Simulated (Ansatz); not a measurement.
Hf5O11 (cell with a defect)

Input

```
crystal:
  lattice:
    - [-4.8301248092, 4.8301248092, 6.4194329052]
    - [4.8301248092, 4.8301248092, -6.4194329052]
    - [-4.8301248092, -4.8301248092, -6.4194329052]
  atoms:
    - { symbol: O, position: [0.0, 0.25, 0.25] }
    - { symbol: Hf, position: [0.0, 0.0, 0.0] }
    - { symbol: Hf, position: [0.5, 0.75, 0.25] }
    - { symbol: Hf, position: [0.5, 0.5, 0.0] }
    - { symbol: Hf, position: [0.5, 0.25, 0.75] }
    - { symbol: Hf, position: [0.5, 0.0, 0.5] }
    - { symbol: Hf, position: [0.0, 0.75, 0.75] }
    - { symbol: Hf, position: [0.0, 0.5, 0.5] }
    - { symbol: Hf, position: [0.5, 0.375, 0.375] }
    - { symbol: Hf, position: [0.5, 0.125, 0.125] }
    - { symbol: Hf, position: [0.0, 0.875, 0.375] }
    - { symbol: Hf, position: [0.0, 0.625, 0.125] }
    - { symbol: Hf, position: [0.0, 0.375, 0.875] }
    - { symbol: Hf, position: [0.0, 0.125, 0.625] }
    - { symbol: Hf, position: [0.5, 0.875, 0.875] }
    - { symbol: Hf, position: [0.5, 0.625, 0.625] }
    - { symbol: O, position: [0.8050300969, 0.5275150484, 0.5275150484] }
    - { symbol: O, position: [0.8050300969, 0.2775150484, 0.2775150484] }
    - { symbol: O, position: [0.3050300969, 0.0275150484, 0.5275150484] }
    - { symbol: O, position: [0.3050300969, 0.7775150484, 0.2775150484] }
    - { symbol: O, position: [0.3050300969, 0.5275150484, 0.0275150484] }
    - { symbol: O, position: [0.3050300969, 0.2775150484, 0.7775150484] }
    - { symbol: O, position: [0.8050300969, 0.0275150484, 0.0275150484] }
    - { symbol: O, position: [0.8050300969, 0.7775150484, 0.7775150484] }
    - { symbol: O, position: [0.5, 0.4025150484, 0.5974849516] }
    - { symbol: O, position: [0.5, 0.1525150484, 0.3474849516] }
    - { symbol: O, position: [0.0, 0.9025150484, 0.5974849516] }
    - { symbol: O, position: [0.0, 0.6525150484, 0.3474849516] }
    - { symbol: O, position: [0.0, 0.4025150484, 0.0974849516] }
    - { symbol: O, position: [0.0, 0.1525150484, 0.8474849516] }
    - { symbol: O, position: [0.5, 0.9025150484, 0.0974849516] }
    - { symbol: O, position: [0.5, 0.6525150484, 0.8474849516] }
    - { symbol: O, position: [0.5, 0.5974849516, 0.4025150484] }
    - { symbol: O, position: [0.5, 0.3474849516, 0.1525150484] }
    - { symbol: O, position: [0.0, 0.0974849516, 0.4025150484] }
    - { symbol: O, position: [0.0, 0.8474849516, 0.1525150484] }
    - { symbol: O, position: [0.0, 0.5974849516, 0.9025150484] }
    - { symbol: O, position: [0.0, 0.3474849516, 0.6525150484] }
    - { symbol: O, position: [0.5, 0.0974849516, 0.9025150484] }
    - { symbol: O, position: [0.5, 0.8474849516, 0.6525150484] }
    - { symbol: O, position: [0.1949699031, 0.2224849516, 0.2224849516] }
    - { symbol: O, position: [0.1949699031, 0.9724849516, 0.9724849516] }
    - { symbol: O, position: [0.6949699031, 0.7224849516, 0.2224849516] }
    - { symbol: O, position: [0.6949699031, 0.4724849516, 0.9724849516] }
    - { symbol: O, position: [0.6949699031, 0.2224849516, 0.7224849516] }
    - { symbol: O, position: [0.6949699031, 0.9724849516, 0.4724849516] }
    - { symbol: O, position: [0.1949699031, 0.7224849516, 0.7224849516] }
    - { symbol: O, position: [0.1949699031, 0.4724849516, 0.4724849516] }
  host:
    lattice:
      - [4.8301248092, 0.0, 0.0]
      - [0.0, 4.8301248092, 0.0]
      - [0.0, 0.0, 3.2097164526]
    atoms:
      - { symbol: Hf, position: [0.0, 0.0, 0.0] }
      - { symbol: Hf, position: [0.5, 0.5, 0.5] }
      - { symbol: O, position: [0.1949699031, 0.8050300969, 0.5] }
      - { symbol: O, position: [0.3050300969, 0.3050300969, 0.0] }
      - { symbol: O, position: [0.6949699031, 0.6949699031, 0.0] }
      - { symbol: O, position: [0.8050300969, 0.1949699031, 0.5] }
basis:
  ecutwfc: 420
  xc_grid: 2
kpoints:
  mp_grid: { grid: [2, 2, 2], shift: [0.5, 0.5, 0.5] }
hamiltonian:
  xc: pbesol
scf:
  occupations: { method: gaussian, width: 0.01 }
output:
  forces: true
  stress: false
  eigenvalues: true
  charged_corrections:
    defect_position: [0.0, 0.25, 0.25]
    epsilon: [[27.3137, 0.0, 0.0], [0.0, 27.3137, 0.0], [0.0, 0.0, 31.2391]]
  write_density: true
  write_potential: true
  elf: true
  volumetric_format: npy
relax:
  adjacent_minimum: "off"
  f_tol: 0.025
  max_steps: 45
```

Run with:

```sh
ansatz run input.yaml --threads 4 --pin off --max-ram 10240MiB --backend cpu --events-out ev --progress --plain --runs-dir out
```

The fields are those of the relaxed geometry.

Level of theory: Ansatz, DFT PBEsol, scalar-relativistic, plane waves, PAW.

Question: What will maps of the valence pseudo-density and electron localisation function show?

Answer: Hf–O (2.08 Å): the density is about 0.77 e/Å³ at the midpoint; the ELF peaks at about 0.80 in the valence shell of O, 0.6 Å from its nucleus, and drops to about 0.20 between the two atoms (no localised pair shows between them).
Hf–Hf (3.17 Å): ρ at the midpoint is about 0.22 e/Å³; the ELF is about 0.10 at the midpoint; no localised pair shows between them.
Hf–O (2.09 Å): ρ is about 0.75 e/Å³ halfway; the ELF peaks at about 0.85 in the valence shell of O, 0.6 Å from its nucleus, and drops to about 0.20 between the two atoms: no shared electron pair shows on this line.
Hf–Hf (3.21 Å): ρ is about 0.22 e/Å³ halfway; the ELF is about 0.10 at the midpoint; no localised pair shows between them.

Question: Does the calculation give a band gap?

Answer: It is gapped, with a Kohn–Sham gap of 0.35 eV on the k-point mesh (the band edges may lie off the mesh, which would make the gap smaller).

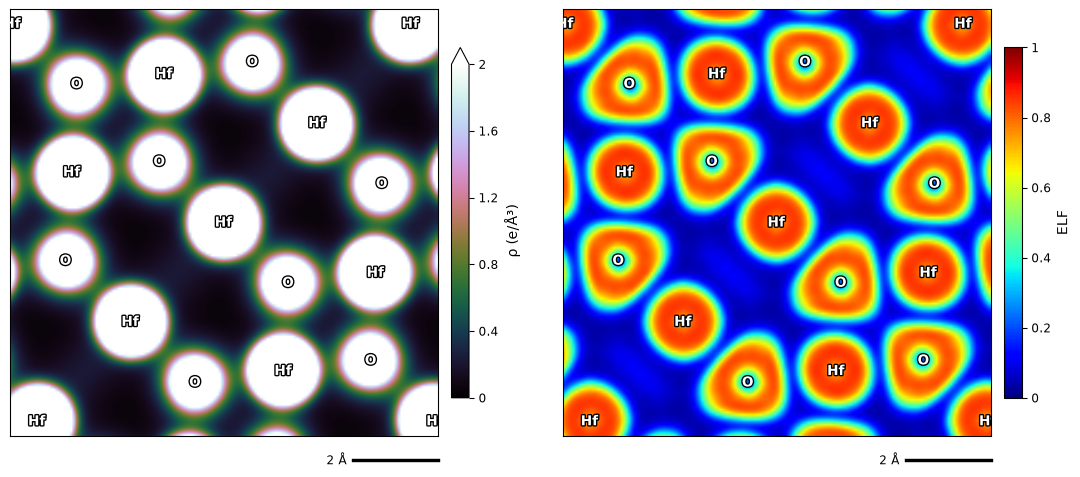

Computed valence pseudo-density and electron localisation function on the (100) plane of the calculation cell, in this order. 
